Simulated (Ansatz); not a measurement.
```
Pb S
1.0
     5.95559    0.00000    0.00000
     0.00000    5.93709    0.00000
     0.00000    0.00000    5.93709
Pb S
4 4
Direct
  0.49989 0.00000 0.00000
  0.49989 0.50000 0.50000
  0.00011 0.50000 0.00000
  0.00011 0.00000 0.50000
  0.49966 0.50000 0.99996
  0.49966 0.00000 0.49996
  0.00034 0.00000 0.99996
  0.00034 0.50000 0.49996
```

Space group I4/mmm; a structure from a database of computed crystals, not necessarily the ambient phase; started from the database structure prototype, which need not be the ambient phase.

Computed with DFT, PBE, plane waves, PAW (Ansatz).

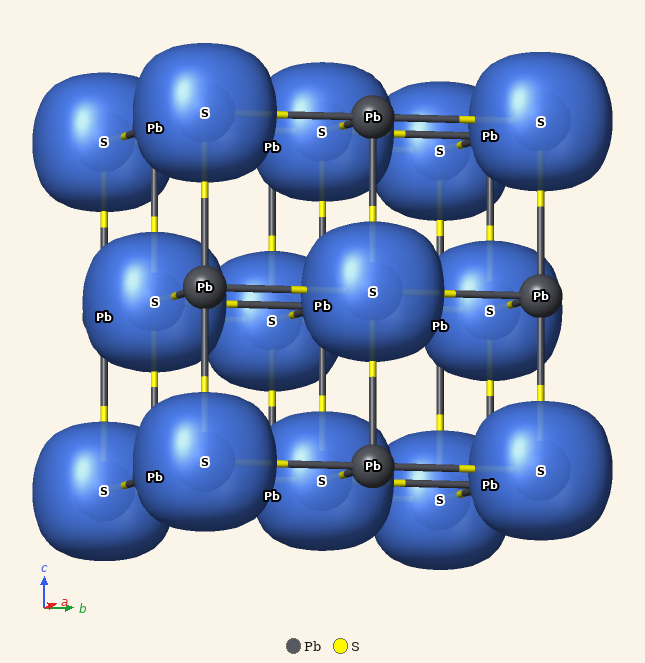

PbS. Isosurface of the electron localisation function at 0.65 (blue), seen at an oblique angle. Only the valence region is drawn (cores and ρ < 0.01 e/Å³ removed). Sticks mark near contacts.

In a PAW calculation such maps are meaningful between the atoms, not at the nuclei.

Identify the bonds, lone pairs and shells in this picture.

Answer. The ELF exceeds this value in four regions wrapped around S (the valence shell of each), counted in one cell of 8 atoms. Regions shared between cells count once.

Values along the shortest contacts:
Pb–S (2.97 Å): the ELF peaks at about 0.85 in the valence shell of S, 0.8 Å from its nucleus, and drops to about 0.20 between the two atoms.
